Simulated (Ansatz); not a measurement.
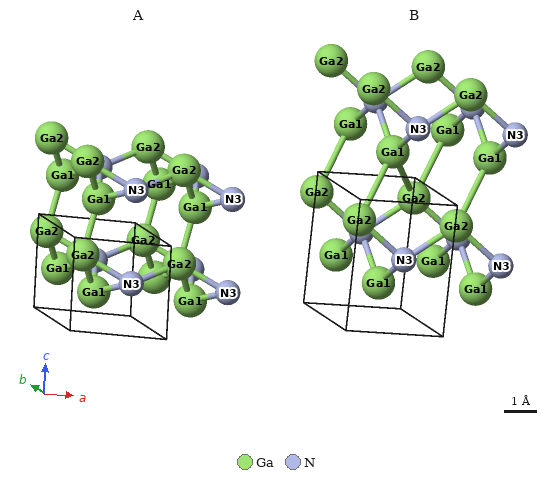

Two geometries of a crystal of Ga2N (a generated structure, set up in C2) (coarse preliminary run), drawn at one scale. One is the start of a relaxation, the other its converged end. The picture is a ball-and-stick view of the cell of the calculation, repeated 2 × 2 × 2 with one cell outlined, seen slightly off an axis.

These are results of DFT PBE, scalar-relativistic, plane waves, PAW in Ansatz, not measurements. Settings: plane-wave cutoff 420 eV; k-point mesh 6 × 6 × 6; occupations gaussian; smearing width 0.1 eV; no spin polarisation; cell and atoms relaxed; force threshold 0.04 eV/Å; at most 70 steps.

Q: Which of the two is the end point?

A: Structure B is the relaxed one. Over 19 accepted moves (22 points after the start) the energy falls by 8.236 eV per cell of the calculation. Largest force component: 14 eV/Å at the start, 0.003 eV/Å at the end. Pressure: 124.62 GPa at the start and 0.01 GPa at the end. At 3 points the geometry stayed and the basis and grid were re-selected for the new cell (energy shift of 0.261 eV per cell of the calculation at most each time). The largest moves relative to the cell, 0.62 Å, are those of Ga1 and Ga2. Ga1 goes along [3 2 −1]. Largest moves by element: Ga 0.62 Å, N 0.25 Å. The drawn cell changes as follows: a = b 3.222 → 3.166 Å (−1.7 %), c 3.222 → 4.389 Å (+36.2 %), α 97.6° → 90.0°, β 97.6° → 90.0°, γ 97.6° → 107.3°; the volume changes by +29.3 %. Some distances before and after: Ga1–Ga2 4.110 → 2.680 Å, Ga1–Ga2 (another image) 1.811 → 3.109 Å, Ga1–Ga2 (another image) 1.877 → 2.677 Å, Ga1–N3 1.811 → 2.011 Å. Bonds break: Ga1–Ga2 (1.81 → 3.11 Å). Among the angles between lasting bonds that change: Ga1–N3–Ga2 60.0° → 101.3°, Ga1–N3–Ga2 125.7° → 101.3°, Ga1–N3–Ga2 105.3° → 124.3°. The space group (tolerance 0.01 Å) goes from C2 (No. 5) to C222 (No. 21). The run took 2.4 min on 1 thread of Arm Neoverse V1, with other jobs on the host, peak memory 0.37 GiB.
